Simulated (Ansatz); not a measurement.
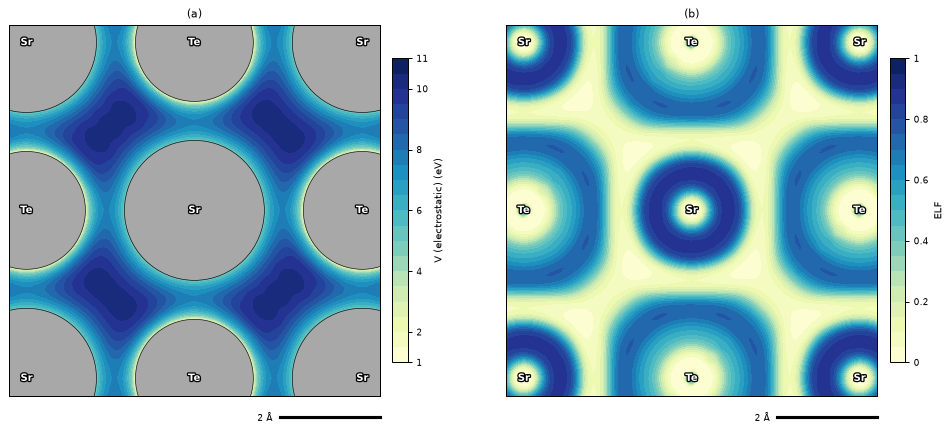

The picture shows: SrTe. (a) electrostatic potential (local pseudopotential plus Hartree) felt by an electron; (b) ELF on the (001) plane of the conventional cell. Grey discs cover the atomic cores in the potential map.

Space group Fm-3m.

Level of theory: DFT PBE, scalar-relativistic, plane waves, PAW (Ansatz 0.2.0).

Core electrons are frozen (PAW), and the valence fields are smoothed inside the atomic spheres.

The calculation's input:

```
crystal:
  lattice:
    - [0.0, 3.2511941626, 3.2511941626]
    - [3.2511941626, 0.0, 3.2511941626]
    - [3.2511941626, 3.2511941626, 0.0]
  atoms:
    - { symbol: Sr, position: [0.0, 0.0, 0.0] }
    - { symbol: Te, position: [0.5, 0.5, 0.5] }
basis:
  ecutwfc: 420
kpoints:
  mp_grid: { grid: [8, 8, 8] }
hamiltonian:
  xc: pbe
scf:
  occupations: { method: gaussian, width: 0.02 }
output:
  forces: true
  stress: true
  eigenvalues: true
  write_density: true
  write_potential: true
  elf: true
  volumetric_format: npy
relax:
  adjacent_minimum: "off"
  f_tol: 0.005
  max_steps: 80
  cell: { stress_tol: 0.05 }
```

Command:

```sh
ansatz run input.yaml --threads 2 --pin off --max-ram 5120MiB --backend cpu --events-out ev --progress --plain --runs-dir out
```

Below, planes, directions and counts refer to the conventional cell (a = 6.72 Å, b = 6.72 Å, c = 6.72 Å, α = 90.00°, β = 90.00°, γ = 90.00°).

The fields are those of the run's last geometry, not of the input's.

What does the map show?

- The section cuts through Sr and Te sites.
- Sr–Te (3.36 Å): the ELF peaks at about 0.75 in the valence shell of Te, 1.3 Å from its nucleus, and drops to about 0.10 between the two atoms.
- The features right at Sr lie inside the PAW spheres, where the map follows smoothed inner orbitals and isn't to be read closely.
- Outside the cores the potential energy rises away from the atoms and is highest about 2.4 Å from the nearest atoms; its zero is arbitrary.
